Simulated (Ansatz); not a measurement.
# SnSe: one change and its effect

System: SnSe (I4/mmm, 2 atoms in the cell).
Method of run A: DFT, PBE, plane waves, PAW, no spin polarisation (Ansatz 0.2.0).

The structure was built on a prototype by a generator. The geometry comes from this level: r2SCAN (a point of a series of strains). Text and figures count atoms from 1; the logs count them from 0 in places.

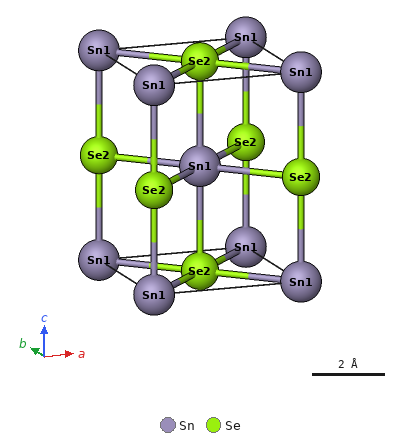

The input geometry (ball-and-stick view of the cell 2 times as large as that of the calculation, set on its symmetry axes, seen slightly off an axis; atoms are numbered from 1 in the order of the input).

Input file, run A:
```yaml
crystal:
  lattice:
    - [0.0, 3.0888742215, 3.0021131514]
    - [3.0888742215, 0.0, 3.0021131514]
    - [3.0888742215, 3.0888742215, 0.0]
  atoms:
    - { symbol: Sn, position: [0.0, 0.0, 0.0] }
    - { symbol: Se, position: [0.5, 0.5, 0.5] }
kpoints:
  mp_grid: { grid: [8, 8, 8] }
  band_path:
    path:
      - [0.0, 0.0, 0.0]
      - [0.5, 0.0, 0.5]
      - [0.625, 0.25, 0.625]
      - [0.375, 0.375, 0.75]
      - [0.5, 0.5, 0.5]
      - [0.5, 0.25, 0.75]
      - [0.5, 0.475, 0.525]
      - [-0.040365, 0.00651, 0.480306]
      - [-0.041667, -0.04126, 0.48234]
    npoints: 1
hamiltonian:
  xc: pbe
scf:
  occupations: { method: fermi_dirac, width: 0.02 }
  n_extra_bands: 4
output:
  forces: true
  stress: true
  eigenvalues: true
```

Command:
```bash
ansatz run input.yaml --threads 4 --pin off --max-ram 3686MiB --backend cpu --events-out ev --progress --plain --runs-dir out
```

Hardware: 4 threads of an x86-64 CPU, shared host.

Output, shortened to warnings, some set-up lines, iterations and results (run A):
```
Basis set: ecut = 420 eV, 1115 PW (Γ), exchange–correlation on 60×60×60 points (8 copies of the dense FFT grid, shifted against one another)
Symmetry: 16 space group operations
k-points: 59 of 512
Initial density: superposition of atomic densities (neutral atoms: chi_scale 0, normalization atom), corrected by the library's trained network
[...]
SCF iter   1: F=—  HF=-11494.147706 eV  |F-HF|=—  |Δ(HF+E_count)|=         —  Δρ=4.95e-4  dr2=9.18e-5  ethr=1.77e-3  ⟨swp⟩=6.3  Hψ=5577  notcnv=0
SCF iter   2: F=—  HF=-11494.146794 eV  |F-HF|=—  |Δ(HF+E_count)|=   9.12e-4  Δρ=3.62e-4  dr2=4.87e-5  ethr=3.06e-7  ⟨swp⟩=2.9  Hψ=2676  notcnv=0
SCF iter   3: F=—  HF=-11494.146796 eV  |F-HF|=—  |Δ(HF+E_count)|=   1.47e-6  Δρ=1.83e-4  dr2=1.05e-5  ethr=1.62e-7  ⟨swp⟩=2.6  Hψ=1924  notcnv=0
SCF iter   4: F=—  HF=-11494.146815 eV  |F-HF|=—  |Δ(HF+E_count)|=   1.99e-5  Δρ=6.62e-5  dr2=2.44e-6  ethr=3.48e-8  ⟨swp⟩=2.0  Hψ=1983  notcnv=0
SCF iter   5: F=—  HF=-11494.146814 eV  |F-HF|=—  |Δ(HF+E_count)|=   1.30e-6  Δρ=3.46e-5  dr2=6.73e-7  ethr=8.12e-9  ⟨swp⟩=2.0  Hψ=1563  notcnv=0
SCF iter   6: F=-11494.146814 eV  HF=-11494.146814 eV  |F-HF|=9.46e-8  |Δ(HF+E_count)|=   4.54e-7  Δρ=1.05e-5  dr2=5.67e-8  ethr=3.33e-10  ⟨swp⟩=3.0  Hψ=4959  notcnv=0
SCF 1 converged in 6 iterations: F = -11494.146814 eV  dr2 = 5.67e-8
NSCF: frozen V_eff on 9 k-points
SCF converged after 6 iterations
Free energy (F): -11494.146814 eV
Harris-Foulkes:  -11494.146814 eV  (|F-HF|=9.46e-8)
Internal energy: -11494.146813 eV  (E = F + TS)
E sigma→0 (E₀):  -11494.146813 eV
Entropy (-TS):   -0.000000 eV (-0.000 meV/atom)
Fermi energy:    8.605089 eV
--- Per-component energies (eV) ---
  E_band       = -494.679779
  E_kinetic    = 301.962471
  E_local      = -3405.886381  (includes V_loc(G=0)·N_el)
  E_nonlocal   = -628.593615
  E_hartree    = 1781.116318
  E_xc         = -487.044457
  E_vxc        = -194.069373  (∫ρ·V_xc dr)
  E_paw        = -6043.857846  (= ΣΔE_a)
  E_vpaw       = -130.308984  (= ΣTr[D̂ρ^β])
  E_aug_tail   = -0.000594  (compensation charges beyond the density's cutoff)
  E_ewald      = -3011.842709
  E_smearing   = -0.000000  (= −TS)
  E_closure    = -0.000000  (closes the sum)
  Σ components = -11494.146814   (vs F -11494.146814, Δ=0.00e0)
--- Forces (eV/Å), atoms counted from 1 ---
  atom   1  Sn    -0.00000000     0.00000000     0.00000000
  atom   2  Se     0.00000000     0.00000000     0.00000000
  max |Σ_I F_I| component: 1.58e-30 eV/Å
--- Stress (GPa, compression-positive) ---
       -2.266904       0.000000       0.000000
        0.000000      -2.266904       0.000000
        0.000000       0.000000       0.616294
  P = ⅓ Tr σ = -1.3058 GPa (-13.058 kbar)
```

The input of run B differs as follows (lines with − go, lines with + come):
```diff
-  xc: pbe
+  xc: r2scan
```

What does this change do to the results?

The total energies belong to different methods, so their difference says nothing on which is more stable or more accurate. A gap of 0.11 eV opens on the mesh, where run A has none. The pressure goes from −1.31 to −2.36 GPa. The functional changes from PBE to r2SCAN. The number of SCF iterations is the same. The default cutoff goes from 420 to 500 eV with the change. The plane waves at Γ go from 1115 to 1451.

Output, shortened to warnings, some set-up lines, iterations and results (run B):
```
Basis set: ecut = 500 eV, 1451 PW (Γ), exchange–correlation on 128×128×128 points (64 copies of the dense FFT grid, shifted against one another)
Symmetry: 16 space group operations
k-points: 59 of 512
Initial density: superposition of atomic densities (neutral atoms: chi_scale 0, normalization atom), corrected by the library's trained network
[...]
SCF iter   1: F=—  HF=-11517.554409 eV  |F-HF|=—  |Δ(HF+E_count)|=         —  Δρ=4.56e-3  dr2=1.66e-2  dr2_τ=1.97e-3  ethr=1.77e-3  ⟨swp⟩=6.3  Hψ=5566  notcnv=0
SCF iter   2: F=—  HF=-11517.556845 eV  |F-HF|=—  |Δ(HF+E_count)|=   2.44e-3  Δρ=1.74e-3  dr2=1.33e-3  dr2_τ=2.41e-4  ethr=5.54e-5  ⟨swp⟩=3.7  Hψ=2810  notcnv=0
SCF iter   3: F=—  HF=-11517.556786 eV  |F-HF|=—  |Δ(HF+E_count)|=   5.84e-5  Δρ=7.48e-4  dr2=2.83e-4  dr2_τ=6.25e-6  ethr=4.43e-6  ⟨swp⟩=3.0  Hψ=2051  notcnv=0
SCF iter   4: F=—  HF=-11517.556825 eV  |F-HF|=—  |Δ(HF+E_count)|=   3.91e-5  Δρ=4.04e-4  dr2=5.74e-5  dr2_τ=1.22e-6  ethr=9.42e-7  ⟨swp⟩=2.1  Hψ=1373  notcnv=0
SCF iter   5: F=—  HF=-11517.556820 eV  |F-HF|=—  |Δ(HF+E_count)|=   5.48e-6  Δρ=9.64e-5  dr2=3.90e-6  dr2_τ=7.27e-8  ethr=1.91e-7  ⟨swp⟩=2.0  Hψ=1416  notcnv=0
SCF iter   6: F=-11517.556819 eV  HF=-11517.556819 eV  |F-HF|=6.10e-9  |Δ(HF+E_count)|=   7.77e-7  Δρ=1.14e-5  dr2=4.19e-8  dr2_τ=1.20e-9  ethr=3.33e-10  ⟨swp⟩=3.4  Hψ=4744  …
SCF 1 converged in 6 iterations: F = -11517.556819 eV  dr2 = 4.19e-8
NSCF: frozen V_eff on 9 k-points
SCF converged after 6 iterations
Free energy (F): -11517.556819 eV
Harris-Foulkes:  -11517.556819 eV  (|F-HF|=6.10e-9)
Internal energy: -11517.556812 eV  (E = F + TS)
E sigma→0 (E₀):  -11517.556816 eV
Entropy (-TS):   -0.000007 eV (-0.003 meV/atom)
Fermi energy:    8.651075 eV
--- Per-component energies (eV) ---
  E_band       = -517.071962
  E_kinetic    = 301.809823
  E_local      = -3407.237719  (includes V_loc(G=0)·N_el)
  E_nonlocal   = -628.697696
  E_hartree    = 1782.867677
  E_xc         = -473.466661
  E_vxc        = -210.301006  (∫ρ·V_xc dr)
  E_paw        = -6079.959872  (= ΣΔE_a)
  E_vpaw       = -150.152396  (= ΣTr[D̂ρ^β])
  E_aug_tail   = -0.000206  (compensation charges beyond the density's cutoff)
  E_vtau       = 11.768389  (kinetic-family band-sum trace: ∫τ·v_τ [+ j·A + Jᵃ·Aᵃ] dr)
  E_ewald      = -3011.842709
  E_core_change = -1.029450  (= ΣΔE_core)
  E_smearing   = -0.000007  (= −TS)
  E_closure    = -0.000000  (closes the sum)
  Σ components = -11517.556819   (vs F -11517.556819, Δ=0.00e0)
--- Forces (eV/Å), atoms counted from 1 ---
  atom   1  Sn    -0.00000000     0.00000000     0.00000000
  atom   2  Se     0.00000000     0.00000000    -0.00000000
  max |Σ_I F_I| component: 9.86e-31 eV/Å
--- Stress (GPa, compression-positive) ---
       -3.328441       0.000000       0.000000
        0.000000      -3.328441       0.000000
        0.000000       0.000000      -0.429409
  P = ⅓ Tr σ = -2.3621 GPa (-23.621 kbar)
```

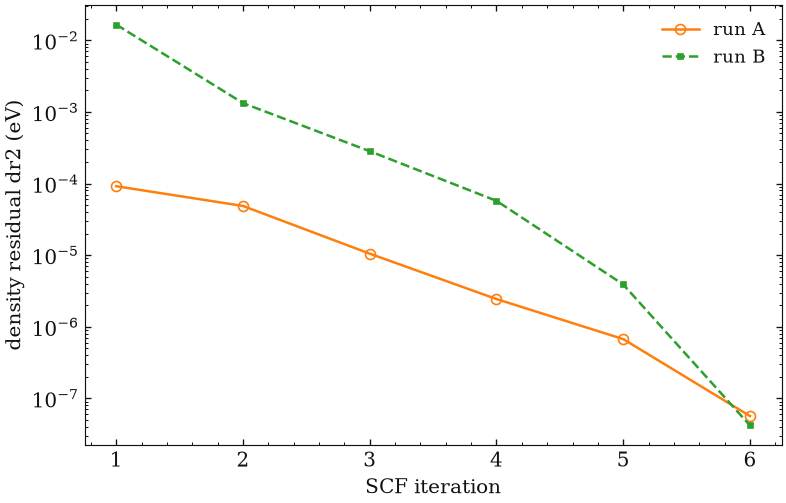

Convergence of the two runs: density residual dr2 against the SCF iteration. Run A takes 6 iterations in all, and run B takes 6.

The two runs side by side:

| quantity | run A | run B |
| --- | --- | --- |
| outcome | converged | converged |
| free energy per atom (eV) | −5747.0734 | −5758.7784 |
| gap on the mesh (eV) | 0.00 | 0.11 |
| pressure (GPa) | −1.31 | −2.36 |
| largest force (eV/Å) | 0.000 | 0.000 |
| SCF iterations | 6 | 6 |
| irreducible k-points | 59 | 59 |
| plane waves at Γ | 1115 | 1451 |
| wall time (shared host) | 6.2 s | 11 s |
